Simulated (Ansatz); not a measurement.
System: Si₁₆O (cell with a defect).

Input

```
crystal:
  lattice:
    - [0.0, 5.43, 5.43]
    - [5.43, 0.0, 5.43]
    - [5.43, 5.43, 0.0]
  atoms:
    - { symbol: Si, position: [0.0, 0.0, 0.0] }
    - { symbol: Si, position: [0.125, 0.125, 0.125] }
    - { symbol: Si, position: [0.0, 0.0, 0.5] }
    - { symbol: Si, position: [0.125, 0.125, 0.625] }
    - { symbol: Si, position: [0.0, 0.5, 0.0] }
    - { symbol: Si, position: [0.125, 0.625, 0.125] }
    - { symbol: Si, position: [0.0, 0.5, 0.5] }
    - { symbol: Si, position: [0.125, 0.625, 0.625] }
    - { symbol: Si, position: [0.5, 0.0, 0.0] }
    - { symbol: Si, position: [0.625, 0.125, 0.125] }
    - { symbol: Si, position: [0.5, 0.0, 0.5] }
    - { symbol: Si, position: [0.625, 0.125, 0.625] }
    - { symbol: Si, position: [0.5, 0.5, 0.0] }
    - { symbol: Si, position: [0.625, 0.625, 0.125] }
    - { symbol: Si, position: [0.5, 0.5, 0.5] }
    - { symbol: Si, position: [0.625, 0.625, 0.625] }
    - { symbol: O, position: [0.3826843, 0.8726851, 0.8762801], spin: 1.0 }
magnetization:
  spin_polarized: true
basis:
  ecutwfc: 420.0
kpoints:
  mp_grid: { grid: [2, 2, 2] }
hamiltonian:
  xc: pbe
scf:
  occupations: { method: fermi_dirac, width: 0.05 }
  lower_state_search: "off"
relax:
  f_tol: 0.03
  max_steps: 60
  adjacent_minimum: "off"
output:
  write_density: true
  write_potential: true
  elf: true
  volumetric_format: npy
```

Command:

```sh
ansatz run input.yaml --threads 2 --pin off --max-ram 5120MiB --backend cpu --events-out ev --progress --plain --runs-dir out
```

The fields are those of the relaxed geometry.

The program warned that a starting moment wasn't kept; spin-polarised, but the moments vanished.

Method: DFT PBE, scalar-relativistic, plane waves, PAW (Ansatz).

Predict the valence pseudo-density and electron localisation function between the atoms.

Answer. Si–Si (2.32 Å): ρ at the midpoint is about 0.6 e/Å³; the ELF peaks at about 0.95 between the atoms; a shared electron pair.
Si–Si (2.35 Å): ρ is about 0.58 e/Å³ halfway; the ELF peaks at about 0.95 between the atoms; a covalent bond.

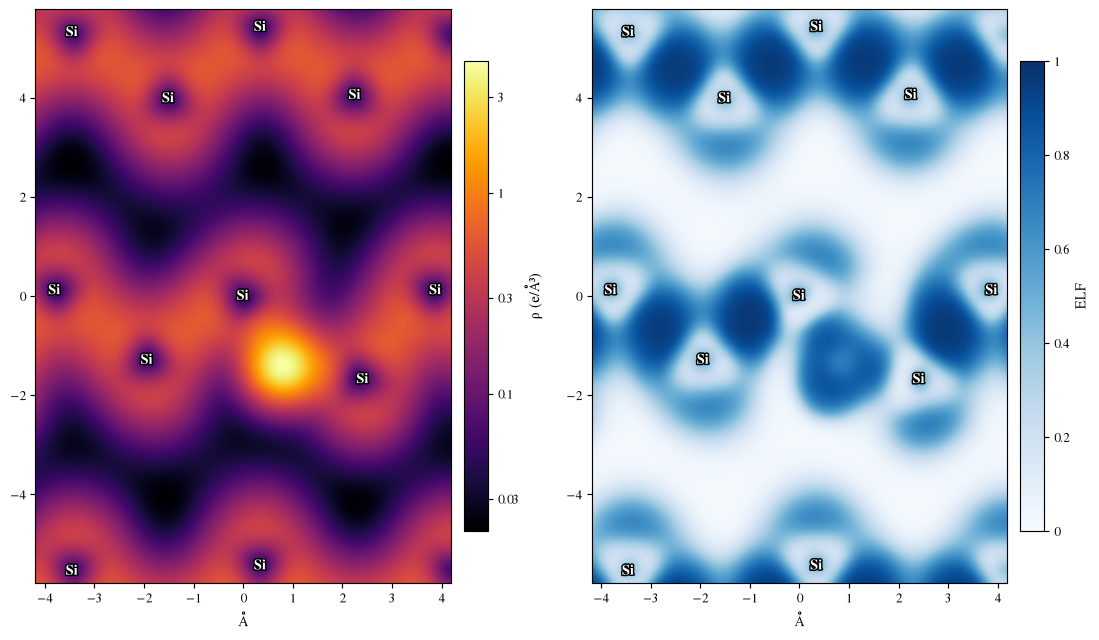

Computed valence pseudo-density and electron localisation function on the (101̄) plane of the calculation cell, in this order. Atoms just off the plane (O, 0.4 Å away) can leave unmarked features too.
